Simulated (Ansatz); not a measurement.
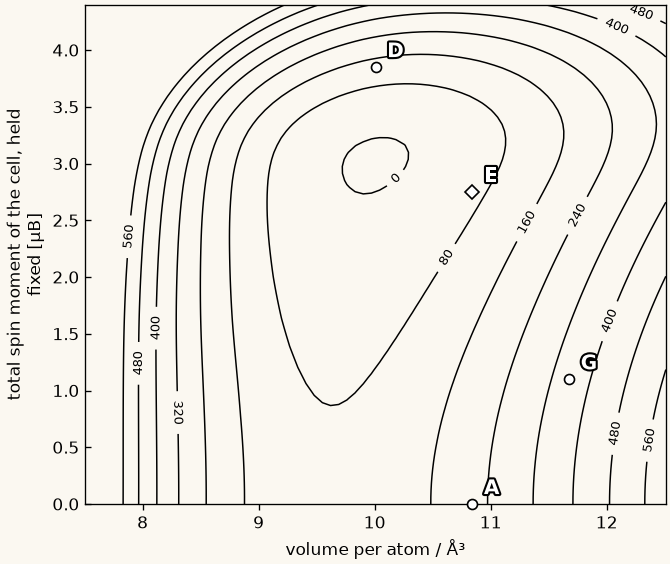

Co (P6_3/mmc, No. 194; 2 atoms in the cell). 
- The energy is mapped over volume and a fixed ferromagnetic moment.
- First axis: volume per atom. Second axis: total spin moment of the cell, held fixed.
- Nothing is relaxed (shape and fractional coordinates fixed).
- The scan uses a 7 × 9 grid.
- Points are written as (first, second).
- Energies: meV/atom, counted from the lowest grid point.
- The moment is held fixed and parallel; antiferromagnetic orders weren't tried. The electronic state followed may not be the lowest one.
- Computed with DFT LDA, scalar-relativistic, plane waves, PAW in Ansatz. Settings: cutoff 520 eV, k-mesh 24×24×12 in the order of the run's cell vectors, gaussian smearing 0.15 eV.

The picture shows contour lines labelled in meV/atom (none above 560), lettered points. Between grid points the surface is interpolated.

Question: Is A the lowest point of the computed grid?

Answer: No. A lies 216 meV/atom above the lowest grid point, which is at (10.01 Å³, 2.75 μB).

Question: What kind of point is each of D, E, G: minimum, saddle, maximum or slope?

Answer: D: on a slope; E: on a slope; G: on a slope. (In these two coordinates alone; a stationary point may lie a little off the grid point.)

PAW datasets: the set soft_1.
